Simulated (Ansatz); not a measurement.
System: zincblende CuI, space group F-43m (No. 216), 2 atoms in the primitive cell, relaxed with r2SCAN; cubic a = 6.024 Å. Run without spin-orbit coupling: PBE, Ansatz PAW set, 8×8×8 k mesh, 420 eV cutoff, Fermi-Dirac smearing of 0.02 eV (Ansatz 0.2.0). Run with it: PBE, Ansatz PAW set, 8×8×8 k mesh, 420 eV cutoff, Fermi-Dirac smearing of 0.02 eV (Ansatz 0.2.0). Neither carries moments.

Without spin-orbit coupling the direct gaps are 1.17 eV at Γ and 2.90 eV at L.

Question: What does spin-orbit coupling change near the gap?

Answer: The threefold valence top at Γ (six states with spin) splits into a fourfold level on top and a twofold one 0.44 eV below it, the split-off level. The vertical gap goes from 1.17 to 1.01 eV at Γ and from 2.90 to 2.82 eV at L. A third of the splitting is 0.15 eV, which accounts for the change at Γ: the fourfold level rises by about that much. The smallest gap over all k points computed narrows from 1.17 eV (valence top at Γ, conduction bottom at Γ) to 1.01 eV.

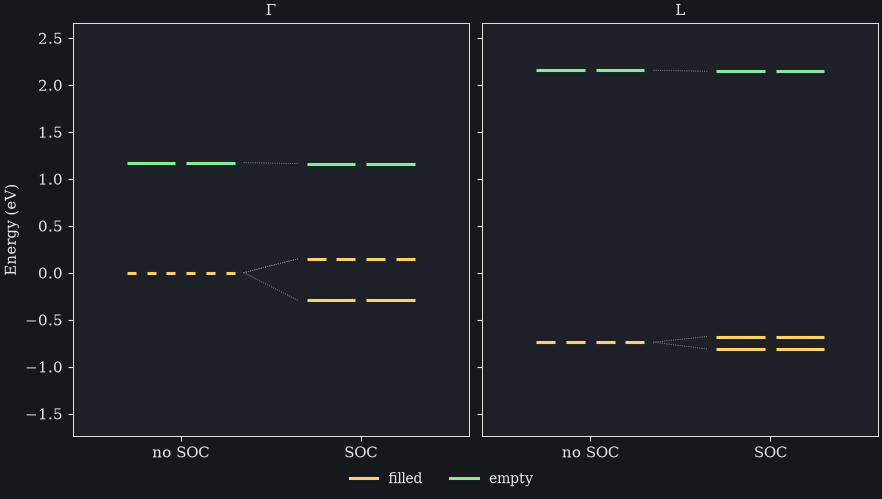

Levels at Γ and L, each bar one state with spin counted. Zero is the valence top without spin-orbit coupling, and the two sets are aligned on the mean of the six top valence states at Γ.

LDA, GGA and most meta-GGA functionals understate gaps.
